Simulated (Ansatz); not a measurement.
# Geometry relaxation of SiC

SiC (P6₃mc, 4 atoms in the cell), computed with DFT PBE, scalar-relativistic, plane waves, PAW, no spin polarisation (Ansatz 0.2.0).

The structure derives from an entry of the Crystallography Open Database. Figures and captions count atoms from 1; the log counts them from 0 in places.

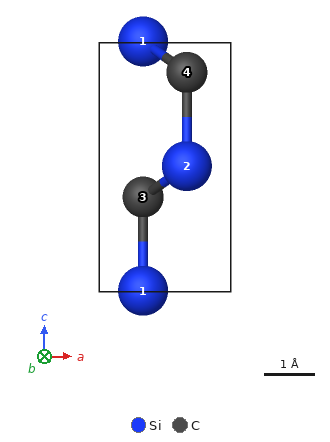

*The starting structure (ball-and-stick view of the cell of the calculation, along the b axis; atoms are numbered from 1 in the order of the input).*

Near neighbours in the crystal (not all of them lie inside the picture): Si has 4 C at 1.89 to 1.91 Å; C has 4 Si at 1.89 to 1.91 Å.

## Input
```yaml
crystal:
  lattice:
    - [3.0914350599, 0.0, 0.0]
    - [-1.54571753, 2.677261296, 0.0]
    - [0.0, 0.0, 5.0751135187]
  atoms:
    - { symbol: Si, position: [0.3333333333, 0.6666666667, 0.0046070229] }
    - { symbol: Si, position: [0.6666666667, 0.3333333333, 0.5046070229] }
    - { symbol: C, position: [0.3333333333, 0.6666666667, 0.3803929771] }
    - { symbol: C, position: [0.6666666667, 0.3333333333, 0.8803929771] }
basis:
  ecutwfc: 420
kpoints:
  mp_grid: { grid: [12, 12, 6] }
hamiltonian:
  xc: pbe
scf:
  occupations: { method: gaussian, width: 0.02 }
output:
  forces: true
  stress: true
  eigenvalues: true
  write_density: true
  write_potential: true
  elf: true
  volumetric_format: npy
relax:
  adjacent_minimum: "off"
  f_tol: 0.005
  max_steps: 80
  cell: { stress_tol: 0.05 }
```

Hardware: 1 thread of Arm Neoverse V2, 24 GiB of memory available, shared host.

Launch command:
```bash
ansatz run input.yaml --threads 1 --pin off --max-ram 2560MiB --backend cpu --events-out ev --progress --plain --runs-dir out
```

## Output
```
Engine: ansatz 0.2.0, aarch64-unknown-linux-gnu
Pseudopotentials: kind: paw
Pseudopotential: Si, paw, valence charge 4, recommended cutoff 420 eV (normal), Si.paw.azcp
Pseudopotential: C, paw, valence charge 4, recommended cutoff 420 eV (normal), C.paw.azcp
Functional definition: PBE
  parameter kappa = 0.804
  parameter beta = 0.06672455060314922
  exchange = pbe_x(kappa = kappa, mu = beta*pi^2/3)
  correlation = pbe_c(beta = beta)
Crystal: 4 atoms, lattice volume = 42.005 Å³
Basis set: ecut = 420 eV, 809 PW (Γ), exchange–correlation on 48×48×72 points (8 copies of the dense FFT grid, shifted against one another)
Bands: 12, of which v1, the nominal top of the filled ones, is band 8 counted from 1 (7 counted from 0)
Symmetry: 12 space group operations
Space group: P63mc (ITA 186), of the structure as read, at distance tolerance 3.5e-5 Å
k-points: 76 of 864 (time reversal used)
Non-local potential: Si, projectors of the file, l = 0: 2, l = 1: 2, l = 2: 2
Non-local potential: C, projectors of the file, l = 0: 2, l = 1: 2, l = 2: 1
PAW form: soft (Blöchl's): semilocal exchange-correlation on the pseudo side does not see the compensation charge
PAW one-centre angular grid: Si, 110 points (default); XC on 64 Gauss nodes
PAW one-centre angular grid: C, 110 points (default); XC on 64 Gauss nodes
Initial density: superposition of atomic densities (neutral atoms: chi_scale 0, normalization atom), corrected by the library's trained network
Initial wavefunctions: pseudopotential atomic-orbital guess
Functional: x = pbe(κ = 0.804, μ = 0.2195149727645171), c = pbe(β = 0.06672455060314922)
SCF iter   1: F=—  HF=-1774.309254 eV  |F-HF|=—  |Δ(HF+E_count)|=         —  Δρ=2.65e-3  dr2=3.19e-3  ethr=1.77e-3  ⟨swp⟩=5.8  Hψ=6261  notcnv=0
preconditioner: auto → none  [insulator: Δε(μ)=2.276 eV  Ē_g=11.799 eV  σ=0.020 eV  W_gap=1.00  n_scr=2 (ndim 8)  ℏωp=22.9 eV  f_vac=0.000  D(μ)=0.00/eV (n_scr^D=0)  ε∞_Penn≈4.8]
SCF iter   2: F=—  HF=-1774.309065 eV  |F-HF|=—  |Δ(HF+E_count)|=   1.89e-4  Δρ=9.46e-4  dr2=2.38e-4  ethr=2.00e-5  ⟨swp⟩=2.3  Hψ=2416  notcnv=0
SCF iter   3: F=—  HF=-1774.309082 eV  |F-HF|=—  |Δ(HF+E_count)|=   1.63e-5  Δρ=3.99e-4  dr2=2.72e-5  ethr=1.48e-6  ⟨swp⟩=2.0  Hψ=1388  notcnv=0
SCF iter   4: F=—  HF=-1774.309071 eV  |F-HF|=—  |Δ(HF+E_count)|=   1.09e-5  Δρ=6.66e-5  dr2=8.44e-7  ethr=1.70e-7  ⟨swp⟩=2.5  Hψ=1497  notcnv=0
iter 5 did not close the SCF: its close was put off for the readings that it lacked (scf_convergence_deferred on its scf_iter line)
SCF iter   5: F=-1774.309072 eV  HF=-1774.309072 eV  |F-HF|=1.14e-8  |Δ(HF+E_count)|=   1.49e-6  Δρ=5.02e-6  dr2=4.00e-9  ethr=5.27e-9  ⟨swp⟩=2.0  Hψ=1485  notcnv=0
SCF iter   6: F=-1774.309072 eV  HF=-1774.309072 eV  |F-HF|=2.16e-10  |Δ(HF+E_count)|=   1.26e-8  Δρ=8.28e-7  dr2=1.70e-10  ethr=2.50e-11  ⟨swp⟩=5.2  Hψ=4934  notcnv=0
SCF 1 converged in 6 iterations: F = -1774.309072 eV  dr2 = 1.70e-10
  greatest PAW one-centre occupation: 0.644 electrons in one spin orbital (limit 2), on the C atom at site 2 (counted from 0), in its partial waves of l = 0
relax step   1: F+E_penalty+E_count = -1774.30907219 eV  Δ(F+E_penalty+E_count) = +0.000e0 eV  max|allowed force component| = 1.547e-3 eV/Å  Δτ_max = 0.0000 Å  P = +0.036 GPa  Ω = 42.005 Å³  (6 SCF iters, dr2 threshold 1.00e-7 eV, accepted)
Crystal: 4 atoms, lattice volume = 42.008 Å³
Initial density: handed on by an earlier stage of this run
Initial wavefunctions: those handed on with the density
iter 1 solved again at ethr=5.25e-9 eV; its pass at ethr=3.10e-3 eV (dr2=8.40e-7 eV) is discarded
SCF iter   1: F=—  HF=-1774.309130 eV  |F-HF|=—  |Δ(HF+E_count)|=         —  Δρ=5.90e-5  dr2=1.10e-6  ethr=5.25e-9  ⟨swp⟩=2.0  Hψ=6206  notcnv=0
preconditioner: auto → none  [insulator: Δε(μ)=2.308 eV  Ē_g=11.809 eV  σ=0.020 eV  W_gap=1.00  n_scr=2 (ndim 8)  ℏωp=22.9 eV  f_vac=0.000  D(μ)=0.00/eV (n_scr^D=0)  ε∞_Penn≈4.8]
SCF iter   2: F=—  HF=-1774.309070 eV  |F-HF|=—  |Δ(HF+E_count)|=   6.00e-5  Δρ=2.46e-5  dr2=1.46e-7  ethr=5.25e-9  ⟨swp⟩=2.4  Hψ=1492  notcnv=0
SCF iter   3: F=-1774.309070 eV  HF=-1774.309070 eV  |F-HF|=4.44e-9  |Δ(HF+E_count)|=   1.47e-8  Δρ=6.07e-6  dr2=1.05e-8  ethr=1.15e-10  ⟨swp⟩=6.1  Hψ=5607  notcnv=0
SCF 2 converged in 3 iterations: F = -1774.309070 eV  dr2 = 1.05e-8
  greatest PAW one-centre occupation: 0.644 electrons in one spin orbital (limit 2), on the C atom at site 3 (counted from 0), in its partial waves of l = 0
relax step   2: F+E_penalty+E_count = -1774.30906957 eV  Δ(F+E_penalty+E_count) = +2.625e-6 eV  max|allowed force component| = 2.125e-3 eV/Å  Δτ_max = 0.0002 Å  P = +0.016 GPa  Ω = 42.008 Å³  energy of the carried Pulay correction = -6.922e-6 eV  (3 SCF iters, dr2 threshold 1.85e-8 eV, accepted)
Initial wavefunctions: pseudopotential atomic-orbital guess (no wavefunctions were taken with the density)
iter 1 solved again at ethr=5.37e-8 eV; its pass at ethr=3.10e-3 eV (dr2=8.60e-6 eV) is discarded
SCF iter   1: F=—  HF=-1774.309139 eV  |F-HF|=—  |Δ(HF+E_count)|=         —  Δρ=7.42e-6  dr2=1.14e-8  ethr=5.37e-8  ⟨swp⟩=3.2  Hψ=8865  notcnv=0
preconditioner: auto → none  [insulator: Δε(μ)=2.309 eV  Ē_g=11.809 eV  σ=0.020 eV  W_gap=1.00  n_scr=2 (ndim 8)  ℏωp=22.9 eV  f_vac=0.000  D(μ)=0.00/eV (n_scr^D=0)  ε∞_Penn≈4.8]
SCF iter   2: F=—  HF=-1774.309080 eV  |F-HF|=—  |Δ(HF+E_count)|=   5.91e-5  Δρ=2.95e-6  dr2=1.27e-9  ethr=7.15e-11  ⟨swp⟩=3.3  Hψ=1954  notcnv=0
SCF iter   3: F=—  HF=-1774.309080 eV  |F-HF|=—  |Δ(HF+E_count)|=  4.95e-10  Δρ=1.50e-6  dr2=2.65e-10  ethr=7.94e-12  ⟨swp⟩=2.0  Hψ=1438  notcnv=0
SCF iter   4: F=—  HF=-1774.309080 eV  |F-HF|=—  |Δ(HF+E_count)|=  2.46e-10  Δρ=4.01e-7  dr2=4.08e-11  ethr=1.66e-12  ⟨swp⟩=2.3  Hψ=1537  notcnv=0
SCF iter   5: F=-1774.309080 eV  HF=-1774.309080 eV  |F-HF|=0.00e0  |Δ(HF+E_count)|=  1.36e-12  Δρ=3.94e-8  dr2=6.84e-13  ethr=1.00e-12  ⟨swp⟩=5.8  Hψ=3833  notcnv=0
SCF 3 converged in 5 iterations: F = -1774.309080 eV  dr2 = 6.84e-13
relax step   3: F+E_penalty+E_count = -1774.30907951 eV  Δ(F+E_penalty+E_count) = -9.938e-6 eV  max|allowed force component| = 2.125e-3 eV/Å  Δτ_max = 0.0000 Å  P = +0.016 GPa  Ω = 42.008 Å³  stress off target by 4.67e-2 GPa  SCF on the basis re-selected at this cell (its energy is not comparable with the rows above)  (5 SCF iters)
```

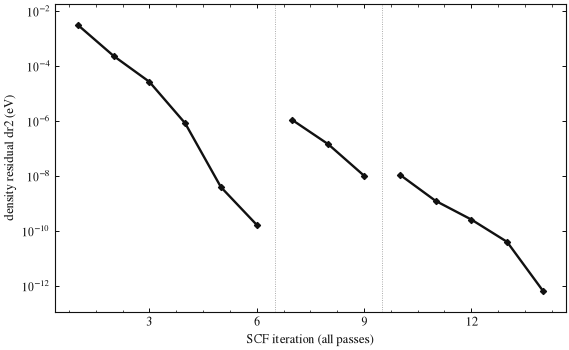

*Convergence of the self-consistent field: density residual dr2 against the SCF iteration. The dotted lines part the SCF passes of the relaxation: geometry steps, rejected trials and re-solves on a re-selected basis.*

The passes take 6, 3 and 5 iterations.

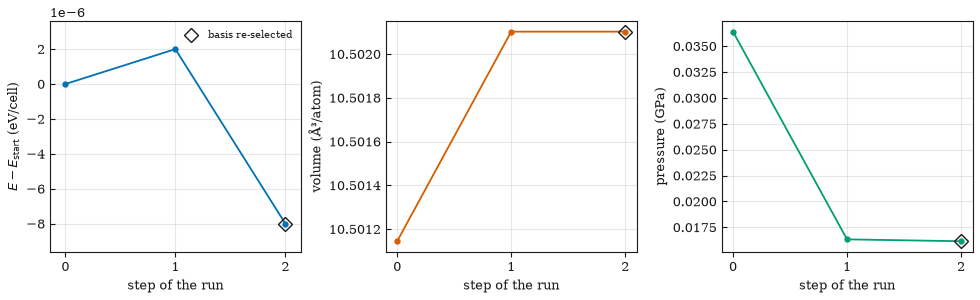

*Progress of the relaxation, step by step (the first geometry is step 0 here and step 1 in the log).*

The energy rises by next to nothing (0.0 meV per cell of the calculation) in 1 geometry step. The largest force component goes from 0.0015 to 0.0021 eV/Å. The pressure goes from 0.04 to 0.02 GPa. No atom moves by more than 0.005 Å relative to the cell. The space group stays P6_3mc (No. 186). A last SCF at the same geometry on a re-selected plane-wave basis shifts the energy by next to nothing (0.0 meV per cell of the calculation). (Atoms are counted from 1 in the order of the input.)

```
basis re-selected at this cell: Δ(F+E_penalty+E_count) = -9.938e-6 eV, ΔP = -0.000 GPa vs the last step (what re-selecting the basis moved, of the pressure what is left beyond the Pulay correction that the steps carried, after the strain that the cell walked since its last selection, with what the two solves' SCF thresholds leave and, on support functions, any second-order correction that the steps lacked; it is no measure of the basis error at this ecutwfc). This SCF's stress stands 4.67e-2 GPa from its target on what of the cell is left free (relax.cell.stress_tol is 5.00e-2 GPa) and its largest allowed force component is 2.12e-3 eV/Å (relax.f_tol is 5.00e-3 eV/Å): within both
SCF converged after 5 iterations
Free energy (F): -1774.309080 eV
Harris-Foulkes:  -1774.309080 eV  (|F-HF|=0.00e0)
Internal energy: -1774.309080 eV  (E = F + TS)
E sigma→0 (E₀):  -1774.309080 eV
Fermi energy:    10.589896 eV
--- Per-component energies (eV) ---
  E_band       = 55.088749
  E_kinetic    = 269.973500
  E_local      = -212.413591  (includes V_loc(G=0)·N_el)
  E_nonlocal   = 103.279671
  E_hartree    = 65.331549
  E_xc         = -210.546692
  E_vxc        = -218.143877  (∫ρ·V_xc dr)
  E_paw        = -1224.024223  (= ΣΔE_a)
  E_vpaw       = -18.270073  (= ΣTr[D̂ρ^β])
  E_aug_tail   = 0.000025  (compensation charges beyond the density's cutoff)
  E_ewald      = -565.909319
  E_smearing   = -0.000000  (= −TS)
  E_closure    = 0.000000  (closes the sum)
  Σ components = -1774.309080   (vs F -1774.309080, Δ=0.00e0)
--- Forces (eV/Å), atoms counted from 1 ---
  atom   1  Si    -0.00000000     0.00000000     0.00212510
  atom   2  Si     0.00000000    -0.00000000     0.00212510
  atom   3  C     -0.00000000     0.00000000    -0.00212413
  atom   4  C      0.00000000     0.00000000    -0.00212413
  max |Σ_I F_I| component: 1.94e-6 eV/Å
--- Stress (GPa, compression-positive) ---
        0.000888       0.000000      -0.000000
        0.000000       0.000888      -0.000000
       -0.000000      -0.000000       0.046701
  P = ⅓ Tr σ = 0.0162 GPa (0.162 kbar)
--- Band table (eV; the first three rows and the last of 76) ---
  k-point 0: bands = ["-6.0093", "-2.4991", "0.8285", "8.1269", "8.1269", "9.3289", "9.4356", "9.4356", "14.1039", "15.4681", "16.0136", "16.0136"]
  k-point 1: bands = ["-5.8752", "-3.0293", "1.5769", "8.2020", "8.2020", "8.5935", "9.3332", "9.3332", "14.2294", "16.0131", "16.0624", "16.0624"]
  k-point 2: bands = ["-5.4769", "-3.9710", "3.1590", "6.9445", "8.4153", "8.4153", "9.0658", "9.0658", "14.6004", "15.9423", "16.2699", "16.2699"]
  k-point 75: bands = ["-1.2896", "-1.2896", "1.7349", "1.7349", "3.8773", "3.8773", "7.7118", "7.7118", "14.4325", "14.4325", "15.4295", "15.4295"]
--- Relaxed structure (2 steps of the walk, 2 accepted, 1 SCFs on fresh bases) ---
  F+E_penalty+E_count = -1774.30907951 eV   max|allowed force component| = 2.125e-3 eV/Å   (the final SCF, on the basis selected at the relaxed cell)
  cell:  # Å, volume = 42.0084 Å³
    - [3.0919867206691785, 2.8872777270736502e-11, 1.332819766455187e-46]
    - [-1.5459933603595934, 2.677739048249211, 1.2360929128602815e-35]
    - [0.0, 2.3431825133414383e-35, 5.073764797435076]
  atoms:
    - { symbol: Si, position: [0.3333333333333333, 0.6666666666666667, 0.004563668285638376] }
    - { symbol: Si, position: [0.6666666666666666, 0.33333333333333337, 0.5045636682856384] }
    - { symbol: C, position: [0.3333333333333333, 0.6666666666666667, 0.38043633171436153] }
    - { symbol: C, position: [0.6666666666666666, 0.33333333333333337, 0.8804363317143615] }
```

## Trajectory as extended XYZ (Å, eV, eV/Å), 3 frames, from step=1 to step=3
```
4
Lattice="3.0914 0.0000 0.0000 -1.5457 2.6773 0.0000 0.0000 0.0000 5.0751" Properties=species:S:1:pos:R:3:forces:R:3 step=1 energy=-1774.30907 pressure_GPa=0.04
Si    0.0000    1.7848    0.0234    0.0000   0.0000  -0.0015
Si    1.5457    0.8924    2.5609    0.0000   0.0000  -0.0015
C     0.0000    1.7848    1.9305    0.0000   0.0000   0.0015
C     1.5457    0.8924    4.4681    0.0000   0.0000   0.0015
4
Lattice="3.0920 0.0000 0.0000 -1.5460 2.6777 0.0000 0.0000 0.0000 5.0738" Properties=species:S:1:pos:R:3:forces:R:3 step=2 energy=-1774.30907 pressure_GPa=0.02
Si    0.0000    1.7852    0.0232    0.0000   0.0000   0.0021
Si    1.5460    0.8926    2.5600    0.0000   0.0000   0.0021
C     0.0000    1.7852    1.9302    0.0000   0.0000  -0.0021
C     1.5460    0.8926    4.4671    0.0000   0.0000  -0.0021
4
Lattice="3.0920 0.0000 0.0000 -1.5460 2.6777 0.0000 0.0000 0.0000 5.0738" Properties=species:S:1:pos:R:3:forces:R:3 step=3 energy=-1774.30908 pressure_GPa=0.02
Si    0.0000    1.7852    0.0232    0.0000   0.0000   0.0021
Si    1.5460    0.8926    2.5600    0.0000   0.0000   0.0021
C     0.0000    1.7852    1.9302    0.0000   0.0000  -0.0021
C     1.5460    0.8926    4.4671    0.0000   0.0000  -0.0021
```

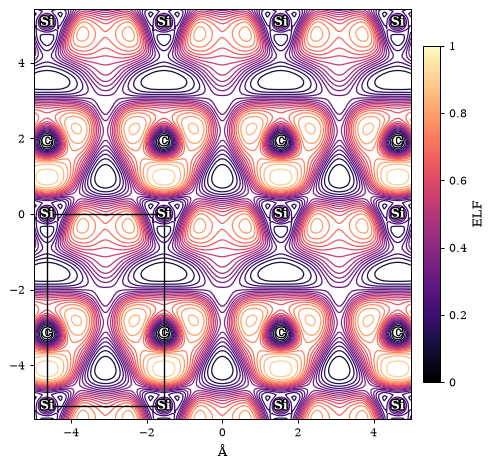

*ELF on the (100) plane of the conventional cell.*

The section cuts through Si and C sites. In a PAW calculation such maps are meaningful between the atoms, not at the nuclei.

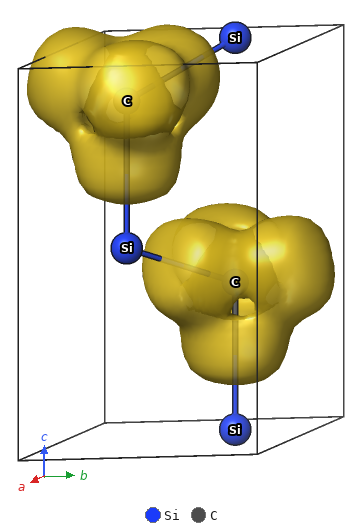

*Isosurface of the ELF at 0.7 (yellow), seen slightly off an axis. Core shells and regions of very low density are left out. Sticks mark near contacts. The outline is the cell set on symmetry axes.*

Along the contacts the grid gives the following. Si–C (1.89 Å): the ELF peaks at about 0.95 between the atoms (a shared electron pair).

## Results in brief

- outcome: converged
- space group (tolerance 0.01 Å): P6₃mc (186)
- electrons treated: 16
- free energy: −1774.3091 eV
- Fermi energy: 10.590 eV
- gap on the k-point mesh: 2.31 eV
- pressure: 0.02 GPa
- final volume: 42.01 Å³
- largest force (length of the vector) at the end: 0.002 eV/Å
- final cell: a = 3.092 Å, b = 3.092 Å, c = 5.074 Å, α = 90.00°, β = 90.00°, γ = 120.00°
- wall time: 12 s
- peak memory: 0.34 GiB
